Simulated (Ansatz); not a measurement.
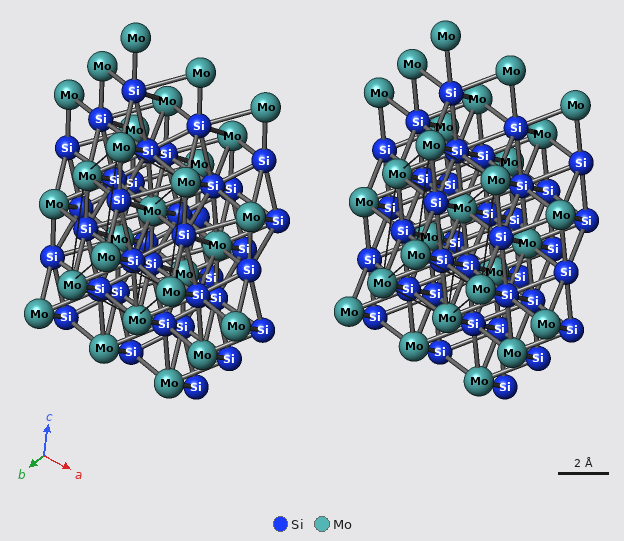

Two geometries of solid Si$_{2}$Mo (set up in P1), drawn at one scale. One is the start of a relaxation, the other its converged end. A ball-and-stick model of the cell of the calculation, reduced to other axes, repeated 3 × 3 × 2 with one cell outlined, seen from a free direction. Lengths and directions refer to the drawn axes.

Theory: DFT PBE, scalar-relativistic, plane waves, PAW in Ansatz. Set-up: plane-wave cutoff 420 eV; k-point mesh 14 × 14 × 14; occupations gaussian; smearing width 0.15 eV; no spin polarisation; atoms relaxed in a fixed cell; force threshold 0.01 eV/Å; at most 80 steps.

> Which one is relaxed?

The right one is the relaxed one. Case: all atoms moved at random, sigma 0.1 Å for each component, cell strained at random, sigma 0.03; relaxed back. The energy falls by 273 meV per atom in 4 accepted moves (6 points after the start). Largest force component: 3.6 eV/Å at the start, 0.0018 eV/Å at the end. 2 steps only repeated the SCF at the same geometry. The largest move is that of a Si atom, 0.25 Å roughly along +a. Largest moves by element: Si 0.25 Å, Mo 0.16 Å. The cell stays as it was. Among the contacts that change: Mo–Si 2.867 → 2.538 Å, Si–Si 2.348 → 2.603 Å, Mo–Si 2.258 → 2.501 Å, Si–Si 2.341 → 2.561 Å. The space group (tolerance 0.01 Å) goes from P1 (No. 1) to P-1 (No. 2). The run took 5.2 min on 1 thread of Intel(R) Xeon(R) Platinum 8488C (Sapphire Rapids), with other jobs on the host, peak memory 1.2 GiB.
